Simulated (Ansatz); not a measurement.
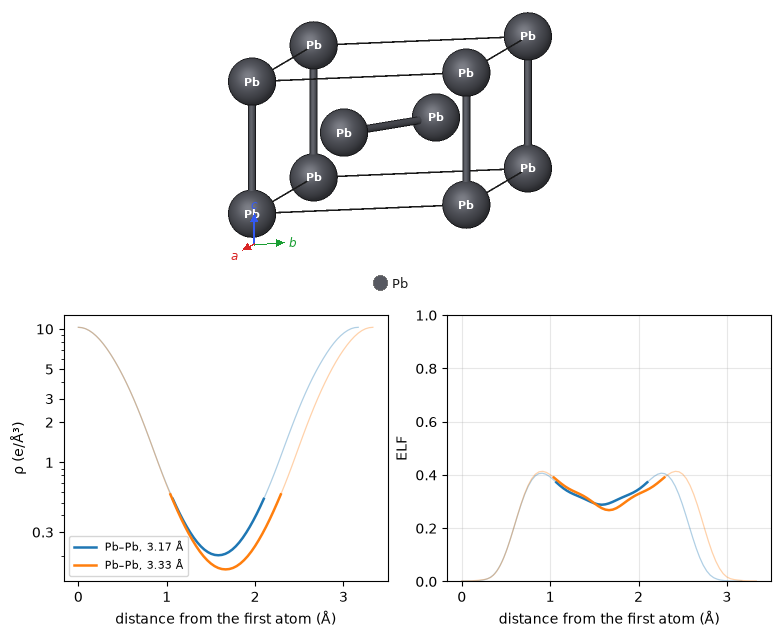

Figure 1: Pb. Valence pseudo-density and ELF along straight lines between neighbouring atoms. Thin, pale parts lie inside the atomic spheres. The structure is drawn too.

Space group P6/mmm; set up as Pb, omega (AlB2-type); a generated structure, not necessarily the stable one; changed on purpose from its base cell (volume × 0.96); computed pressure about 2 GPa in this cell.

Theory: DFT, PBEsol, plane waves (420 eV) with PAW, scalar-relativistic in Ansatz 0.2.0.

Core electrons are frozen (PAW), and the valence fields are smoothed inside the atomic spheres.

Compare the contacts.

Answer. Pb–Pb (3.17 Å): ρ at the midpoint is about 0.2 e/Å³; the ELF is about 0.30 at the midpoint; no shared electron pair shows on this line.
Pb–Pb (3.33 Å): ρ at the midpoint is about 0.16 e/Å³; the ELF is about 0.25 at the midpoint (no localised pair shows between them).
